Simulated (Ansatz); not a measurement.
Run report: Si₁₂HO₂₄ (charge +1), geometry relaxation (part 1 of 3)

System: Si₁₂HO₂₄ (defect cell, 37 atoms in the cell, total charge +1).
Method: DFT PBEsol, scalar-relativistic, plane waves, PAW, PAW set soft_1, no spin polarisation (Ansatz 0.2.0).

The structure derives from an entry of the Crystallography Open Database. It belongs to a series of runs on one base structure; here: end point A relaxed.

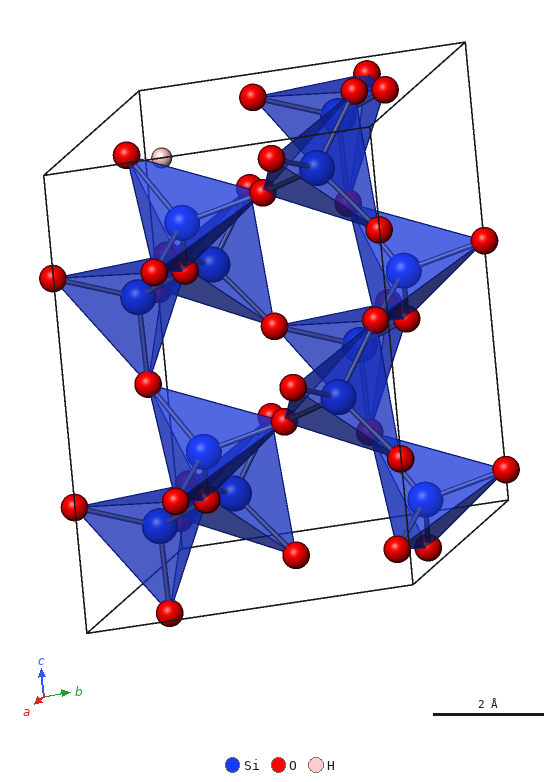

The starting structure (polyhedral view of the cell of the calculation, seen slightly off an axis; polyhedra are completed across the faces of the cell). An atom can appear more than once, as a periodic image.

## Input
```yaml
crystal:
  lattice:
    - [-2.4605, 4.261711, 5.4163]
    - [4.921, 0.0, 5.4163]
    - [4.921, 8.523422, 0.0]
  atoms:
    - { symbol: Si, position: [0.1817667, 0.6515667, 0.9091167] }
    - { symbol: Si, position: [0.3182333, 0.8484333, 0.0757833] }
    - { symbol: Si, position: [0.25, 0.25, 0.1401] }
    - { symbol: O, position: [0.2831667, 0.4307668, 0.9921666] }
    - { symbol: O, position: [0.2168332, 0.0692332, 0.0991334] }
    - { symbol: O, position: [0.7311834, 0.3160834, 0.2082083] }
    - { symbol: O, position: [0.4434499, 0.1759499, 0.204475] }
    - { symbol: O, position: [0.0565501, 0.3240501, 0.264175] }
    - { symbol: O, position: [0.7688166, 0.1839166, 0.9818417] }
    - { symbol: Si, position: [0.1817667, 0.6515667, 0.4091167] }
    - { symbol: Si, position: [0.3182333, 0.8484333, 0.5757833] }
    - { symbol: Si, position: [0.25, 0.25, 0.6401] }
    - { symbol: O, position: [0.2831667, 0.4307668, 0.4921666] }
    - { symbol: O, position: [0.2168333, 0.0692332, 0.5991334] }
    - { symbol: O, position: [0.7311834, 0.3160834, 0.7082083] }
    - { symbol: O, position: [0.4434499, 0.1759499, 0.704475] }
    - { symbol: O, position: [0.0565501, 0.3240501, 0.764175] }
    - { symbol: O, position: [0.7688166, 0.1839166, 0.4818417] }
    - { symbol: Si, position: [0.6817667, 0.1515667, 0.1591167] }
    - { symbol: Si, position: [0.8182333, 0.3484333, 0.3257833] }
    - { symbol: Si, position: [0.75, 0.75, 0.3901] }
    - { symbol: O, position: [0.7831668, 0.9307668, 0.2421666] }
    - { symbol: O, position: [0.7168332, 0.5692332, 0.3491334] }
    - { symbol: O, position: [0.2311834, 0.8160834, 0.4582083] }
    - { symbol: O, position: [0.9434499, 0.6759499, 0.454475] }
    - { symbol: O, position: [0.5565501, 0.8240501, 0.514175] }
    - { symbol: O, position: [0.2688166, 0.6839166, 0.2318417] }
    - { symbol: Si, position: [0.6817667, 0.1515667, 0.6591167] }
    - { symbol: Si, position: [0.8182333, 0.3484333, 0.8257833] }
    - { symbol: Si, position: [0.75, 0.75, 0.8901] }
    - { symbol: O, position: [0.7831668, 0.9307668, 0.7421666] }
    - { symbol: O, position: [0.7168332, 0.5692332, 0.8491334] }
    - { symbol: O, position: [0.2311834, 0.8160834, 0.9582083] }
    - { symbol: O, position: [0.9434499, 0.6759499, 0.954475] }
    - { symbol: O, position: [0.5565501, 0.8240501, 0.014175] }
    - { symbol: O, position: [0.2688166, 0.6839166, 0.7318417] }
    - { symbol: H, position: [0.2277728, 0.1203084, 0.8827164] }
total_charge: 1
basis:
  ecutwfc: 420.0
kpoints:
  mp_grid: { grid: [2, 2, 1] }
hamiltonian:
  xc: pbesol
  pseudopotentials: { kind: paw, azcp: { folder: soft_1 } }
scf:
  occupations: { method: gaussian, width: 0.05 }
  lower_state_search: "off"
relax:
  f_tol: 0.03
  max_steps: 60
  adjacent_minimum: "off"
```

Machine: 2 threads of Arm Neoverse V1, 24 GiB of memory available, shared host.

Run as:
```bash
ansatz run input.yaml --threads 2 --pin off --max-ram 5120MiB --backend cpu --events-out ev --progress --plain --runs-dir out
```

## Output
```
Warning: [file] the record states the generating functional pbe (its physics header spells it `PBE`), which answers neither for hamiltonian.xc's functional nor for the pbesol family's — results may be inconsistent (PPs are generated against a specific XC)
Warning: [file] the record states the generating functional pbe (its physics header spells it `PBE`), which answers neither for hamiltonian.xc's functional nor for the pbesol family's — results may be inconsistent (PPs are generated against a specific XC)
Warning: [file] the record states the generating functional pbe (its physics header spells it `PBE`), which answers neither for hamiltonian.xc's functional nor for the pbesol family's — results may be inconsistent (PPs are generated against a specific XC)
Engine: ansatz 0.2.0, aarch64-unknown-linux-gnu
Pseudopotentials: kind: paw
Pseudopotential: Si, paw, valence charge 4, recommended cutoff 420 eV (normal), [file]
Pseudopotential: O, paw, valence charge 6, recommended cutoff 420 eV (normal), [file]
Pseudopotential: H, paw, valence charge 1, recommended cutoff 420 eV (normal), [file]
Functional definition: PBEsol
  exchange = pbesol_x
  correlation = pbesol_c
Crystal: 37 atoms, lattice volume = 454.360 Å³
Basis set: ecut = 420 eV, 8867 PW (Γ), exchange–correlation on 100×100×144 points (8 copies of the dense FFT grid, shifted against one another)
Bands: 133, of which v1, the nominal top of the filled ones, is band 96 counted from 1 (95 counted from 0)
Symmetry: 1 space group operations
Space group: P1 (ITA 1), of the structure as read, at distance tolerance 7.7e-5 Å
k-points: 4
Non-local potential: Si, projectors of the file, l = 0: 2, l = 1: 2, l = 2: 1
Non-local potential: O, projectors of the file, l = 0: 2, l = 1: 2, l = 2: 1
Non-local potential: H, projectors of the file, l = 0: 2, l = 1: 1
PAW form: soft (Blöchl's): semilocal exchange-correlation on the pseudo side does not see the compensation charge
PAW frozen core: Si, regenerated for the run's functional, and the local potential with it (the file was generated under x = pbe(κ = 0.804, μ = 0.2195149727645171), c = pbe(β = 0.06672455060314922))
PAW frozen core: O, regenerated for the run's functional, and the local potential with it (the file was generated under x = pbe(κ = 0.804, μ = 0.2195149727645171), c = pbe(β = 0.06672455060314922))
PAW one-centre angular grid: Si, 110 points (default); XC on 64 Gauss nodes
PAW one-centre angular grid: O, 110 points (default); XC on 64 Gauss nodes
PAW one-centre angular grid: H, 110 points (default); XC on 64 Gauss nodes
Initial density: superposition of atomic densities (chi_scale 0.1, normalization cell), built separately for each of the 2 bonded fragments (scf.initial_density.interfragment_charge_transfer: auto; true builds it for the cell as a whole; a typed value also counts as a typed key of the start: scf.initial_density.chi_scale says what that changes, if anything)
Initial wavefunctions: pseudopotential atomic-orbital guess
Functional: x = pbesol(κ = 0.804, μ = 0.12345679012345678), c = pbesol(β = 0.046)
SCF iter   1: F=—  HF=-20999.726426 eV  |F-HF|=—  |Δ(HF+E_count)|=         —  Δρ=1.37e-1  dr2=7.83e1  ethr=3.10e-3  ⟨swp⟩=6.0  Hψ=2517  notcnv=0  defer=43
preconditioner: auto → Resta (q_TF=auto, 2.363 Å⁻¹)  ε∞=2.8  [insulator: Δε(μ)=5.716 eV  Ē_g=18.087 eV  σ=0.050 eV  W_gap=1.00  n_scr=102 (ndim 8)  ℏωp=24.1 eV  f_vac=0.004  D(μ)=0.00/eV (n_scr^D=0)  ε∞_Penn≈2.8]
SCF iter   2: F=—  HF=-20977.420828 eV  |F-HF|=—  |Δ(HF+E_count)|=    2.23e1  Δρ=4.50e-2  dr2=4.19e0  ethr=3.10e-3  ⟨swp⟩=3.5  Hψ=1372  notcnv=0  defer=130
SCF iter   3: F=—  HF=-20976.813215 eV  |F-HF|=—  |Δ(HF+E_count)|=   6.08e-1  Δρ=2.19e-2  dr2=1.28e0  ethr=2.18e-3  ⟨swp⟩=2.0  Hψ=630  notcnv=0  defer=130
SCF iter   4: F=—  HF=-20976.721397 eV  |F-HF|=—  |Δ(HF+E_count)|=   9.18e-2  Δρ=2.01e-3  dr2=2.16e-2  ethr=6.66e-4  ⟨swp⟩=4.0  Hψ=812  notcnv=0  defer=130
SCF iter   5: F=—  HF=-20976.741151 eV  |F-HF|=—  |Δ(HF+E_count)|=   1.98e-2  Δρ=6.85e-4  dr2=1.72e-3  ethr=1.13e-5  ⟨swp⟩=2.0  Hψ=898  notcnv=0  defer=130
SCF iter   6: F=—  HF=-20976.741767 eV  |F-HF|=—  |Δ(HF+E_count)|=   6.16e-4  Δρ=1.52e-4  dr2=1.22e-4  ethr=8.96e-7  ⟨swp⟩=2.0  Hψ=680  notcnv=0  defer=130
SCF iter   7: F=—  HF=-20976.741879 eV  |F-HF|=—  |Δ(HF+E_count)|=   1.12e-4  Δρ=6.31e-5  dr2=1.31e-5  ethr=6.35e-8  ⟨swp⟩=2.0  Hψ=786  notcnv=0  defer=130
SCF iter   8: F=-20976.741888 eV  HF=-20976.741888 eV  |F-HF|=4.59e-7  |Δ(HF+E_count)|=   9.07e-6  Δρ=1.02e-5  dr2=3.92e-7  ethr=6.83e-9  ⟨swp⟩=4.0  Hψ=1604  notcnv=0
SCF 1 converged in 8 iterations: F = -20976.741888 eV  dr2 = 3.92e-7
  greatest PAW one-centre occupation: 0.863 electrons in one spin orbital (limit 2), on the O atom at site 16 (counted from 0), in its partial waves of l = 0
relax step   1: F+E_penalty+E_count = -20976.74188808 eV  Δ(F+E_penalty+E_count) = +0.000e0 eV  max|allowed force component| = 2.616e0 eV/Å  Δτ_max = 0.0000 Å  (8 SCF iters, dr2 threshold 2.25e-5 eV, accepted)
Initial density: handed on by an earlier stage of this run
Initial wavefunctions: those handed on with the density
iter 1 solved again at ethr=5.91e-5 eV; its pass at ethr=3.10e-3 eV (dr2=1.13e-1 eV) is discarded
SCF iter   1: F=—  HF=-20977.226823 eV  |F-HF|=—  |Δ(HF+E_count)|=         —  Δρ=5.75e-3  dr2=1.17e-1  ethr=5.91e-5  ⟨swp⟩=1.5  Hψ=1873  notcnv=0  defer=130
preconditioner: auto → Resta (q_TF=auto, 2.363 Å⁻¹)  ε∞=3.1  [insulator: Δε(μ)=2.011 eV  Ē_g=16.711 eV  σ=0.050 eV  W_gap=1.00  n_scr=102 (ndim 8)  ℏωp=24.1 eV  f_vac=0.107  D(μ)=0.00/eV (n_scr^D=0)  ε∞_Penn≈3.1]
SCF iter   2: F=—  HF=-20977.206456 eV  |F-HF|=—  |Δ(HF+E_count)|=   2.04e-2  Δρ=2.90e-3  dr2=2.32e-2  ethr=5.91e-5  ⟨swp⟩=2.0  Hψ=705  notcnv=0  defer=130
SCF iter   3: F=—  HF=-20977.203875 eV  |F-HF|=—  |Δ(HF+E_count)|=   2.58e-3  Δρ=1.22e-3  dr2=6.06e-3  ethr=1.21e-5  ⟨swp⟩=2.0  Hψ=822  notcnv=0  defer=130
SCF iter   4: F=—  HF=-20977.202925 eV  |F-HF|=—  |Δ(HF+E_count)|=   9.50e-4  Δρ=2.90e-4  dr2=3.26e-4  ethr=3.16e-6  ⟨swp⟩=2.0  Hψ=821  notcnv=0  defer=130
SCF iter   5: F=—  HF=-20977.202968 eV  |F-HF|=—  |Δ(HF+E_count)|=   4.33e-5  Δρ=1.63e-4  dr2=9.45e-5  ethr=5.21e-8  ⟨swp⟩=3.0  Hψ=2036  notcnv=0
SCF iter   6: F=-20977.202961 eV  HF=-20977.202957 eV  |F-HF|=4.18e-6  |Δ(HF+E_count)|=   1.10e-5  Δρ=3.99e-5  dr2=6.11e-6  ethr=4.92e-8  ⟨swp⟩=4.0  Hψ=1604  notcnv=0
SCF 2 converged in 6 iterations: F = -20977.202961 eV  dr2 = 6.11e-6
  greatest PAW one-centre occupation: 0.862 electrons in one spin orbital (limit 2), on the O atom at site 4 (counted from 0), in its partial waves of l = 0
relax step   2: F+E_penalty+E_count = -20977.20296101 eV  Δ(F+E_penalty+E_count) = -4.611e-1 eV  max|allowed force component| = 2.157e0 eV/Å  Δτ_max = 0.1709 Å  (6 SCF iters, dr2 threshold 1.00e-4 eV, accepted)
SCF iter   1: F=—  HF=-20977.914623 eV  |F-HF|=—  |Δ(HF+E_count)|=         —  Δρ=7.84e-3  dr2=2.31e-1  ethr=1.03e-3  ⟨swp⟩=4.8  Hψ=1282  notcnv=0  defer=130
preconditioner: auto → Resta (q_TF=auto, 2.363 Å⁻¹)  ε∞=3.1  [insulator: Δε(μ)=2.997 eV  Ē_g=16.661 eV  σ=0.050 eV  W_gap=1.00  n_scr=102 (ndim 8)  ℏωp=24.1 eV  f_vac=0.104  D(μ)=0.00/eV (n_scr^D=0)  ε∞_Penn≈3.1]
SCF iter   2: F=—  HF=-20977.866499 eV  |F-HF|=—  |Δ(HF+E_count)|=   4.81e-2  Δρ=3.94e-3  dr2=4.90e-2  ethr=1.21e-4  ⟨swp⟩=2.5  Hψ=850  notcnv=0  defer=130
SCF iter   3: F=—  HF=-20977.858919 eV  |F-HF|=—  |Δ(HF+E_count)|=   7.58e-3  Δρ=1.71e-3  dr2=1.12e-2  ethr=2.55e-5  ⟨swp⟩=2.0  Hψ=802  notcnv=0  defer=130
SCF iter   4: F=—  HF=-20977.856857 eV  |F-HF|=—  |Δ(HF+E_count)|=   2.06e-3  Δρ=4.31e-4  dr2=6.83e-4  ethr=5.82e-6  ⟨swp⟩=2.0  Hψ=854  notcnv=0  defer=130
[...]
  greatest PAW one-centre occupation: 0.860 electrons in one spin orbital (limit 2), on the O atom at site 8 (counted from 0), in its partial waves of l = 0
relax step   3: F+E_penalty+E_count = -20977.85691076 eV  Δ(F+E_penalty+E_count) = -6.539e-1 eV  max|allowed force component| = 2.067e0 eV/Å  Δτ_max = 0.1951 Å  (6 SCF iters, dr2 threshold 1.00e-4 eV, accepted)
preconditioner: auto → Resta (q_TF=auto, 2.363 Å⁻¹)  ε∞=3.1  [insulator: Δε(μ)=4.020 eV  Ē_g=16.642 eV  σ=0.050 eV  W_gap=1.00  n_scr=102 (ndim 8)  ℏωp=24.1 eV  f_vac=0.102  D(μ)=0.00/eV (n_scr^D=0)  ε∞_Penn≈3.1]
  greatest PAW one-centre occupation: 0.861 electrons in one spin orbital (limit 2), on the O atom at site 8 (counted from 0), in its partial waves of l = 0
relax step   4: F+E_penalty+E_count = -20978.32494843 eV  Δ(F+E_penalty+E_count) = -4.680e-1 eV  max|allowed force component| = 1.974e0 eV/Å  Δτ_max = 0.2000 Å  (6 SCF iters, dr2 threshold 1.00e-4 eV, accepted)
preconditioner: auto → Resta (q_TF=auto, 2.363 Å⁻¹)  ε∞=3.1  [insulator: Δε(μ)=4.946 eV  Ē_g=16.604 eV  σ=0.050 eV  W_gap=1.00  n_scr=102 (ndim 8)  ℏωp=24.1 eV  f_vac=0.101  D(μ)=0.00/eV (n_scr^D=0)  ε∞_Penn≈3.1]
relax step   5: F+E_penalty+E_count = -20978.85573706 eV  Δ(F+E_penalty+E_count) = -5.308e-1 eV  max|allowed force component| = 1.471e0 eV/Å  Δτ_max = 0.1952 Å  (5 SCF iters, dr2 threshold 1.00e-4 eV, accepted)
preconditioner: auto → Resta (q_TF=auto, 2.363 Å⁻¹)  ε∞=3.1  [insulator: Δε(μ)=5.337 eV  Ē_g=16.668 eV  σ=0.050 eV  W_gap=1.00  n_scr=102 (ndim 8)  ℏωp=24.1 eV  f_vac=0.104  D(μ)=0.00/eV (n_scr^D=0)  ε∞_Penn≈3.1]
  greatest PAW one-centre occupation: 0.861 electrons in one spin orbital (limit 2), on the O atom at site 32 (counted from 0), in its partial waves of l = 0
relax step   6: F+E_penalty+E_count = -20979.56702698 eV  Δ(F+E_penalty+E_count) = -7.113e-1 eV  max|allowed force component| = 7.701e-1 eV/Å  Δτ_max = 0.2000 Å  (6 SCF iters, dr2 threshold 1.00e-4 eV, accepted)
preconditioner: auto → Resta (q_TF=auto, 2.363 Å⁻¹)  ε∞=3.1  [insulator: Δε(μ)=5.386 eV  Ē_g=16.679 eV  σ=0.050 eV  W_gap=1.00  n_scr=102 (ndim 8)  ℏωp=24.1 eV  f_vac=0.106  D(μ)=0.00/eV (n_scr^D=0)  ε∞_Penn≈3.1]
  greatest PAW one-centre occupation: 0.861 electrons in one spin orbital (limit 2), on the O atom at site 3 (counted from 0), in its partial waves of l = 0
relax step   7: F+E_penalty+E_count = -20979.60447185 eV  Δ(F+E_penalty+E_count) = -3.744e-2 eV  max|allowed force component| = 1.374e0 eV/Å  Δτ_max = 0.1165 Å  (5 SCF iters, dr2 threshold 1.00e-4 eV, accepted)
preconditioner: auto → Resta (q_TF=auto, 2.363 Å⁻¹)  ε∞=3.1  [insulator: Δε(μ)=5.421 eV  Ē_g=16.697 eV  σ=0.050 eV  W_gap=1.00  n_scr=102 (ndim 8)  ℏωp=24.1 eV  f_vac=0.105  D(μ)=0.00/eV (n_scr^D=0)  ε∞_Penn≈3.1]
relax step   8: F+E_penalty+E_count = -20979.68250001 eV  Δ(F+E_penalty+E_count) = -7.803e-2 eV  max|allowed force component| = 4.078e-1 eV/Å  Δτ_max = 0.0486 Å  (5 SCF iters, dr2 threshold 1.00e-4 eV, accepted)
preconditioner: auto → Resta (q_TF=auto, 2.363 Å⁻¹)  ε∞=3.1  [insulator: Δε(μ)=5.489 eV  Ē_g=16.740 eV  σ=0.050 eV  W_gap=1.00  n_scr=102 (ndim 8)  ℏωp=24.1 eV  f_vac=0.108  D(μ)=0.00/eV (n_scr^D=0)  ε∞_Penn≈3.1]
relax step   9: F+E_penalty+E_count = -20979.67783893 eV  Δ(F+E_penalty+E_count) = +4.661e-3 eV  max|allowed force component| = 6.787e-1 eV/Å  Δτ_max = 0.2000 Å  (7 SCF iters, dr2 threshold 1.46e-5 eV, rejected (line search))
preconditioner: auto → Resta (q_TF=auto, 2.363 Å⁻¹)  ε∞=3.1  [insulator: Δε(μ)=5.469 eV  Ē_g=16.736 eV  σ=0.050 eV  W_gap=1.00  n_scr=102 (ndim 8)  ℏωp=24.1 eV  f_vac=0.106  D(μ)=0.00/eV (n_scr^D=0)  ε∞_Penn≈3.1]
relax step  10: F+E_penalty+E_count = -20979.77209503 eV  Δ(F+E_penalty+E_count) = -8.960e-2 eV  max|allowed force component| = 3.699e-1 eV/Å  Δτ_max = 0.1000 Å  (9 SCF iters, accepted)
preconditioner: auto → Resta (q_TF=auto, 2.363 Å⁻¹)  ε∞=3.1  [insulator: Δε(μ)=5.485 eV  Ē_g=16.765 eV  σ=0.050 eV  W_gap=1.00  n_scr=102 (ndim 8)  ℏωp=24.1 eV  f_vac=0.106  D(μ)=0.00/eV (n_scr^D=0)  ε∞_Penn≈3.1]
relax step  11: F+E_penalty+E_count = -20979.80862751 eV  Δ(F+E_penalty+E_count) = -3.653e-2 eV  max|allowed force component| = 9.926e-1 eV/Å  Δτ_max = 0.0975 Å  (6 SCF iters, dr2 threshold 1.20e-5 eV, accepted)
preconditioner: auto → Resta (q_TF=auto, 2.363 Å⁻¹)  ε∞=3.1  [insulator: Δε(μ)=5.487 eV  Ē_g=16.741 eV  σ=0.050 eV  W_gap=1.00  n_scr=102 (ndim 8)  ℏωp=24.1 eV  f_vac=0.102  D(μ)=0.00/eV (n_scr^D=0)  ε∞_Penn≈3.1]
  greatest PAW one-centre occupation: 0.860 electrons in one spin orbital (limit 2), on the O atom at site 24 (counted from 0), in its partial waves of l = 0
relax step  12: F+E_penalty+E_count = -20979.86052844 eV  Δ(F+E_penalty+E_count) = -5.190e-2 eV  max|allowed force component| = 2.141e-1 eV/Å  Δτ_max = 0.1500 Å  (6 SCF iters, dr2 threshold 1.00e-4 eV, accepted)
preconditioner: auto → Resta (q_TF=auto, 2.363 Å⁻¹)  ε∞=3.1  [insulator: Δε(μ)=5.462 eV  Ē_g=16.745 eV  σ=0.050 eV  W_gap=1.00  n_scr=102 (ndim 8)  ℏωp=24.1 eV  f_vac=0.102  D(μ)=0.00/eV (n_scr^D=0)  ε∞_Penn≈3.1]
relax step  13: F+E_penalty+E_count = -20979.85459319 eV  Δ(F+E_penalty+E_count) = +5.935e-3 eV  max|allowed force component| = 5.929e-1 eV/Å  Δτ_max = 0.0495 Å  (6 SCF iters, dr2 threshold 2.86e-6 eV, rejected (line search))
preconditioner: auto → Resta (q_TF=auto, 2.363 Å⁻¹)  ε∞=3.1  [insulator: Δε(μ)=5.450 eV  Ē_g=16.734 eV  σ=0.050 eV  W_gap=1.00  n_scr=102 (ndim 8)  ℏωp=24.1 eV  f_vac=0.101  D(μ)=0.00/eV (n_scr^D=0)  ε∞_Penn≈3.1]
relax step  14: F+E_penalty+E_count = -20979.86531913 eV  Δ(F+E_penalty+E_count) = -4.791e-3 eV  max|allowed force component| = 8.809e-2 eV/Å  Δτ_max = 0.0248 Å  (7 SCF iters, accepted)
preconditioner: auto → Resta (q_TF=auto, 2.363 Å⁻¹)  ε∞=3.1  [insulator: Δε(μ)=5.465 eV  Ē_g=16.737 eV  σ=0.050 eV  W_gap=1.00  n_scr=102 (ndim 8)  ℏωp=24.1 eV  f_vac=0.102  D(μ)=0.00/eV (n_scr^D=0)  ε∞_Penn≈3.1]
relax step  15: F+E_penalty+E_count = -20979.86658169 eV  Δ(F+E_penalty+E_count) = -1.263e-3 eV  max|allowed force component| = 1.417e-2 eV/Å  Δτ_max = 0.0193 Å  (7 SCF iters, accepted)
```

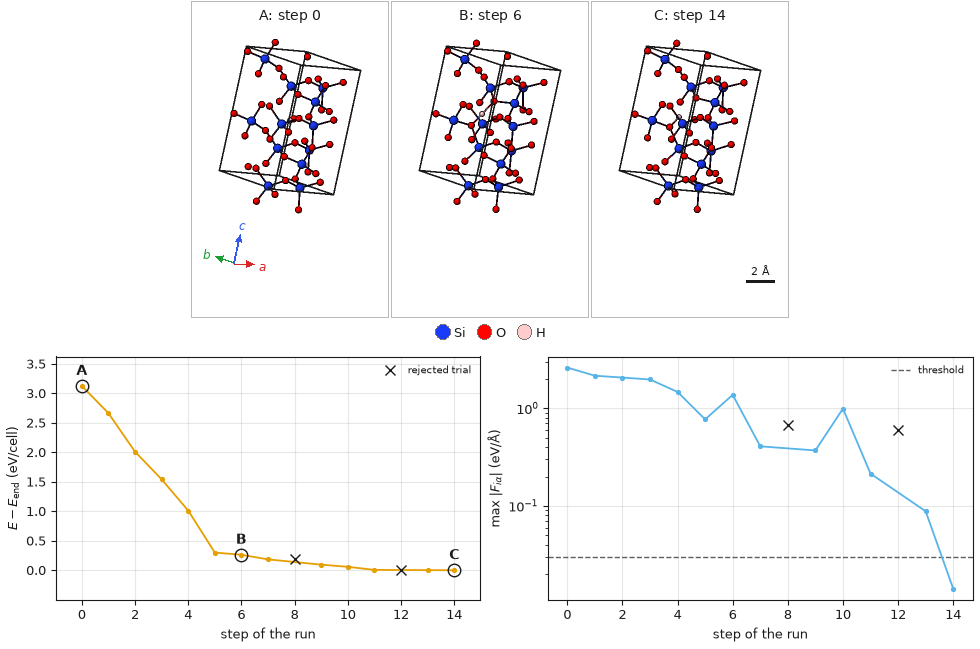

Frames of the relaxation (ball-and-stick view of the cell of the calculation (origin shifted), with bonded neighbours outside it, seen at an oblique angle) above the curves, on which the letters mark them (the first geometry is step 0 here and step 1 in the log).

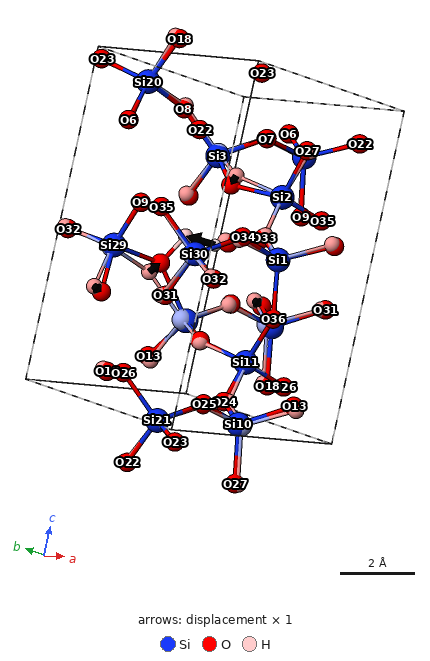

Start (faint) and end (solid) with the displacements as black arrows, at true length (ball-and-stick view of the cell of the calculation (origin shifted), with bonded neighbours outside it, seen at an oblique angle). The atom that moves furthest is H37 (0.84 Å). By element the largest moves are H 0.84 Å, O 0.39 Å, Si 0.16 Å. The cell stays as it was. Among the contacts that change: O17–H37 1.940 → 1.016 Å, O17–Si29 1.613 → 1.764 Å, Si2–O5 1.606 → 1.650 Å, O15–Si28 1.613 → 1.639 Å. New bonds form: O17–H37 (1.94 → 1.02 Å). Among the angles that change: Si12–O17–Si29 144.2° → 131.4°, O16–Si12–O17 109.4° → 99.4°, Si2–O5–Si3 144.2° → 134.3°. Over 14 geometry steps the energy falls by 3.125 eV per cell of the calculation. Largest force component: 2.6 eV/Å at the start, 0.014 eV/Å at the end. The line search rejected the trial steps at points 8, 12 (counted from 0) and went back. (Atoms are counted from 1 in the order of the input.)

```
Free energy (F): -20979.866582 eV
Harris-Foulkes:  -20979.866582 eV  (|F-HF|=4.20e-9)
Internal energy: -20979.866582 eV  (E = F + TS)
E sigma→0 (E₀):  -20979.866582 eV
Fermi energy:    5.276109 eV
--- Per-component energies (eV) ---
  E_band       = -843.102196
  E_kinetic    = 4646.103886
  E_local      = -11588.550118  (includes V_loc(G=0)·N_el)
  E_nonlocal   = 1528.484355
  E_hartree    = 4214.803927
  E_xc         = -2379.676835
  E_vxc        = -2766.486930  (∫ρ·V_xc dr)
  E_paw        = -9766.834854  (= ΣΔE_a)
  E_vpaw       = -1092.280979  (= ΣTr[D̂ρ^β])
  E_aug_tail   = 0.019144  (compensation charges beyond the density's cutoff)
  E_ewald      = -7635.441724
  E_core_change = 1.225638  (= ΣΔE_core)
  E_smearing   = -0.000000  (= −TS)
  E_closure    = -0.000000  (closes the sum)
  E_deformation_potential = 11.919500  (in the stress; not in F)
  Σ components = -20979.866582   (vs F -20979.866582, Δ=0.00e0)
```
